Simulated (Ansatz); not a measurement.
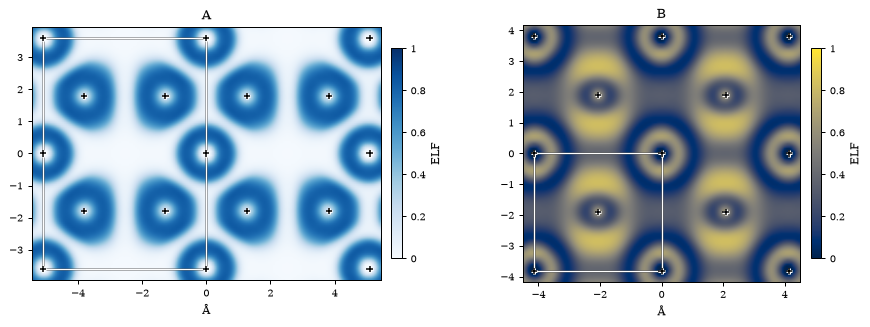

The electron localisation function of 2 systems, each on a plane through atoms (crosses mark nuclei in the plane).

All numbers below come from Ansatz 0.2.0, DFT r2SCAN, scalar-relativistic, plane waves, PAW.

System 1: TiSi, the (100) plane of the conventional cell. Space group Cmmm; a structure from a database of computed crystals, not necessarily the ambient phase; computed without spin polarisation.

```
Ti Si
1.0
     0.00000    3.63308    0.00000
     0.00000    0.00000    4.15257
     3.81279    0.00000    0.00000
Ti Si
2 2
Cartesian
  0.0000 1.8165 0.0000
  0.0000 0.0000 2.0763
  1.9064 0.0000 0.0036
  1.9064 1.8165 2.0799
```

System 2: ZrO2, the (101) plane of the conventional cell. Space group Fm-3m.

```xyz
12
Lattice="5.0894 0.0000 0.0000 0.0000 5.0894 0.0000 0.0000 0.0000 5.0894" Properties=species:S:1:pos:R:3 pbc="T T T"
Zr    0.0000    0.0000    0.0000
Zr    2.5447    2.5447    0.0000
Zr    2.5447    0.0000    2.5447
Zr    0.0000    2.5447    2.5447
O     1.2724    1.2724    1.2724
O     3.8171    3.8171    1.2724
O     3.8171    1.2724    3.8171
O     1.2724    3.8171    3.8171
O     3.8171    1.2724    1.2724
O     1.2724    3.8171    1.2724
O     1.2724    1.2724    3.8171
O     3.8171    3.8171    3.8171
```

### Which map belongs to which system?

Panel A is system 2, ZrO2: the plane holds Zr and O. Zr–O (2.20 Å): the ELF peaks at about 0.85 in the valence shell of O, 0.6 Å from its nucleus, and drops to about 0.20 between the two atoms; no localised pair shows between them. Panel B is system 1, TiSi: the plane holds Ti and Si. Ti–Si (2.82 Å): the ELF peaks at about 0.70 in the valence shell of Si, 1.0 Å from its nucleus, and is about 0.35 at the midpoint.
